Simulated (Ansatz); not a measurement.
Single-point calculation of SiO2

- system: SiO2 (6 atoms in the cell)
- method: DFT LDA, scalar-relativistic, plane waves, PAW, no spin polarisation (Ansatz 0.2.0)

The structure derives from a Materials Project entry. It belongs to a series of runs on one base structure; here: band edges sought over the zone. Figures and captions count atoms from 1; the log counts them from 0 in places.

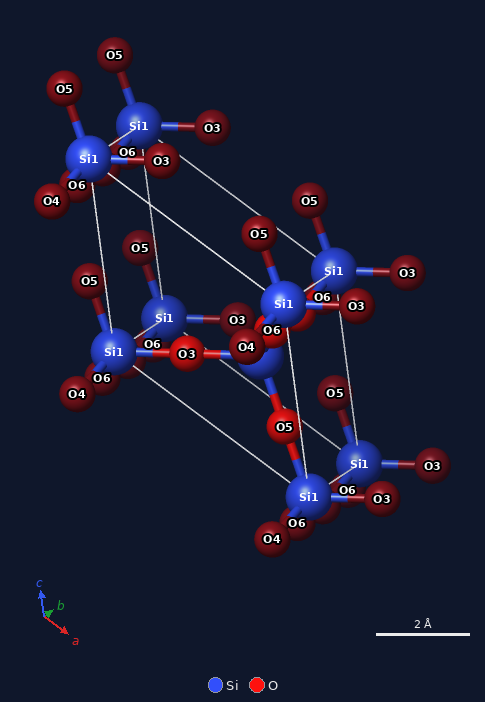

Fig. 1: The structure as given in the input (ball-and-stick view of the cell of the calculation, seen slightly off an axis; neighbours outside the cell are drawn fainter; atoms are numbered from 1 in the order of the input). An atom can appear more than once, as a periodic image.

**Input file**
```yaml
crystal:
  lattice:
    - [-2.625685864, 2.625685864, 3.7146324804]
    - [2.625685864, -2.625685864, 3.7146324804]
    - [2.625685864, 2.625685864, -3.7146324804]
  atoms:
    - { symbol: Si, position: [0.0, 0.0, 0.0] }
    - { symbol: Si, position: [0.75, 0.25, 0.5] }
    - { symbol: O, position: [0.375, 0.1257475745, 0.2507475745] }
    - { symbol: O, position: [0.8757475745, 0.625, 0.7507475745] }
    - { symbol: O, position: [0.8742524255, 0.125, 0.2492524255] }
    - { symbol: O, position: [0.875, 0.1242524255, 0.7492524255] }
basis:
  ecutwfc: 420
kpoints:
  mp_grid: { grid: [6, 6, 6] }
  band_path: { path: [VBM, CBM], npoints: 2 }
hamiltonian:
  xc: lda
scf:
  occupations: { method: gaussian, width: 0.02 }
output:
  forces: true
  stress: true
  eigenvalues: true
checkpoint:
  read: start.run
  write: ck
  compress: false
  write_wavefunctions: false
  write_every: 100000
```

Hardware: 1 thread of Arm Neoverse V1, 24 GiB of memory available, shared host.

Launched with:
```bash
ansatz run input.yaml --threads 1 --pin off --max-ram 2560MiB --backend cpu --events-out ev --progress --plain --runs-dir out
```

**Log**
```
Engine: ansatz 0.2.0, aarch64-unknown-linux-gnu
Pseudopotentials: kind: paw
Pseudopotential: Si, paw, valence charge 4, recommended cutoff 420 eV (normal), Si.paw.azcp
Pseudopotential: O, paw, valence charge 6, recommended cutoff 420 eV (normal), O.paw.azcp
Functional definition: SPW92
  exchange = slater_x
  correlation = pw_c
Crystal: 6 atoms, lattice volume = 102.438 Å³
Basis set: ecut = 420 eV, 1989 PW (Γ)
Bands: 22, of which v1, the nominal top of the filled ones, is band 16 counted from 1 (15 counted from 0)
Symmetry: 8 space group operations
Space group: I-42d (ITA 122), of the structure as read, at distance tolerance 4.7e-5 Å
k-points: 30 of 216 (time reversal used)
Non-local potential: Si, projectors of the file, l = 0: 2, l = 1: 2, l = 2: 2
Non-local potential: O, projectors of the file, l = 0: 2, l = 1: 2, l = 2: 1
PAW form: soft (Blöchl's): semilocal exchange-correlation on the pseudo side does not see the compensation charge
PAW frozen core: Si, regenerated for the run's functional, and the local potential with it (the file was generated under x = pbe(κ = 0.804, μ = 0.2195149727645171), c = pbe(β = 0.06672455060314922))
PAW frozen core: O, regenerated for the run's functional, and the local potential with it (the file was generated under x = pbe(κ = 0.804, μ = 0.2195149727645171), c = pbe(β = 0.06672455060314922))
PAW one-centre angular grid: Si, 110 points (default); XC on 64 Gauss nodes
PAW one-centre angular grid: O, 110 points (default); XC on 64 Gauss nodes
Initial density: read from a saved state, or passed on in memory by an earlier SCF of this step, an earlier step, the calling program or the single point that the run made first
Initial wavefunctions: pseudopotential atomic-orbital guess
Functional: x = slater, c = lda
iter 1 solved again at ethr=2.36e-7 eV; its pass at ethr=3.10e-3 eV (dr2=7.54e-5 eV) is discarded
SCF iter   1: F=—  HF=-3445.257665 eV  |F-HF|=—  |Δ(HF+E_count)|=         —  Δρ=1.57e-6  dr2=1.67e-9  ethr=2.36e-7  ⟨swp⟩=3.0  Hψ=5752  notcnv=0
eigensolver tolerance schedule: the retry pair's looser diagonalisation over-reported the residual by 45153.06 of it (diagonalisation noise at an unbounded share of the residual, at the tolerance the schedule requests for it); recorded, not acted on — ethr = c·dr2/N_el stays at c = 1.0e-1
preconditioner: auto → none  [insulator: Δε(μ)=5.274 eV  Ē_g=16.203 eV  σ=0.020 eV  W_gap=1.00  n_scr=14 (ndim 8)  ℏωp=20.8 eV  f_vac=0.319  D(μ)=0.00/eV (n_scr^D=0)  ε∞_Penn≈2.6]
SCF iter   2: F=-3445.257665 eV  HF=-3445.257665 eV  |F-HF|=1.80e-9  |Δ(HF+E_count)|=   4.58e-8  Δρ=1.67e-6  dr2=2.08e-9  ethr=5.22e-12  ⟨swp⟩=7.7  Hψ=3101  notcnv=0
SCF 1 converged in 2 iterations: F = -3445.257665 eV  dr2 = 2.08e-9
  greatest PAW one-centre occupation: 0.854 electrons in one spin orbital (limit 2), on the O atom at site 5 (counted from 0), in its partial waves of l = 0
NSCF: frozen V_eff on 30 k-points
NSCF: frozen V_eff on 30 k-points
NSCF: frozen V_eff on 30 k-points
NSCF: frozen V_eff on 22 k-points
NSCF: frozen V_eff on 8 k-points
NSCF: frozen V_eff on 8 k-points
NSCF: frozen V_eff on 8 k-points
NSCF: frozen V_eff on 3 k-points
NSCF: frozen V_eff on 3 k-points
SCF converged after 2 iterations
Free energy (F): -3445.257665 eV
Harris-Foulkes:  -3445.257665 eV  (|F-HF|=1.80e-9)
Internal energy: -3445.257665 eV  (E = F + TS)
E sigma→0 (E₀):  -3445.257665 eV
Fermi energy:    2.469171 eV
--- Per-component energies (eV) ---
  E_band       = -228.793361
  E_kinetic    = 800.067855
  E_local      = -2627.747651  (includes V_loc(G=0)·N_el)
  E_nonlocal   = 250.384331
  E_hartree    = 988.183977
  E_xc         = -400.283860
  E_vxc        = -468.341385  (∫ρ·V_xc dr)
  E_paw        = -1566.545990  (= ΣΔE_a)
  E_vpaw       = -159.532967  (= ΣTr[D̂ρ^β])
  E_aug_tail   = 0.010666  (compensation charges beyond the density's cutoff)
  E_ewald      = -889.883341
  E_core_change = 0.556347  (= ΣΔE_core)
  E_smearing   = -0.000000  (= −TS)
  E_closure    = 0.000000  (closes the sum)
  Σ components = -3445.257665   (vs F -3445.257665, Δ=0.00e0)
--- Forces (eV/Å), atoms counted from 1 ---
  atom   1  Si     0.00000000     0.00000000    -0.00000000
  atom   2  Si    -0.00000000     0.00000000     0.00000000
  atom   3  O     -0.00035558    -0.00000000    -0.00000000
  atom   4  O      0.00000000    -0.00035558     0.00000000
  atom   5  O      0.00000000     0.00035558    -0.00000000
  atom   6  O      0.00035558    -0.00000000     0.00000000
  max |Σ_I F_I| component: 1.19e-18 eV/Å
--- Stress (GPa, compression-positive) ---
       -2.987041       0.000000       0.000000
        0.000000      -2.987041      -0.000000
        0.000000      -0.000000      -3.009532
  P = ⅓ Tr σ = -2.9945 GPa (-29.945 kbar)
--- Band table (eV; the first three rows and the last of 30) ---
  k-point 0: bands = ["-19.3249", "-17.2435", "-17.2425", "-17.2425", "-10.3013", "-6.1615", "-6.1603", "-6.1603", "-2.7405", "-2.7390", "-2.2383", "-2.2380", "-2.2380", "-0.1738", "-0.1730", "-0.1730", "5.1059", "8.3061", "8.3061", "8.3075", "8.4036", "11.6022"]
  k-point 1: bands = ["-19.2197", "-17.4397", "-17.2493", "-17.2484", "-9.9663", "-6.3723", "-6.0490", "-6.0479", "-2.8041", "-2.5995", "-2.4608", "-2.3126", "-2.3123", "-0.3888", "-0.3677", "-0.3673", "5.5856", "8.3635", "8.7361", "8.7438", "8.7545", "10.7524"]
  k-point 2: bands = ["-18.9161", "-17.9126", "-17.2608", "-17.2603", "-9.1066", "-7.0210", "-5.7937", "-5.7931", "-2.9401", "-2.8351", "-2.5181", "-2.5179", "-2.1968", "-0.9343", "-0.7004", "-0.7001", "6.7564", "8.3900", "9.5111", "9.7935", "9.7953", "10.3178"]
  k-point 29: bands = ["-18.4540", "-18.4540", "-17.2658", "-17.2658", "-8.0208", "-8.0208", "-5.6444", "-5.6444", "-3.0021", "-3.0021", "-2.6606", "-2.6606", "-1.6000", "-1.6000", "-0.8364", "-0.8364", "7.9397", "7.9397", "10.0980", "10.0980", "10.6710", "10.6710"]
```

**Summary**

- outcome: converged
- space group (tolerance 0.01 Å): Fd-3m (227)
- electrons treated: 32
- free energy: −3445.2577 eV
- Fermi energy: 2.469 eV
- gap on the k-point mesh: 5.27 eV
- gap on the band path: 5.27 eV
- pressure: −2.99 GPa
- largest force (length of the vector): under 0.001 eV/Å
- wall time: 21 s
- peak memory: 0.31 GiB
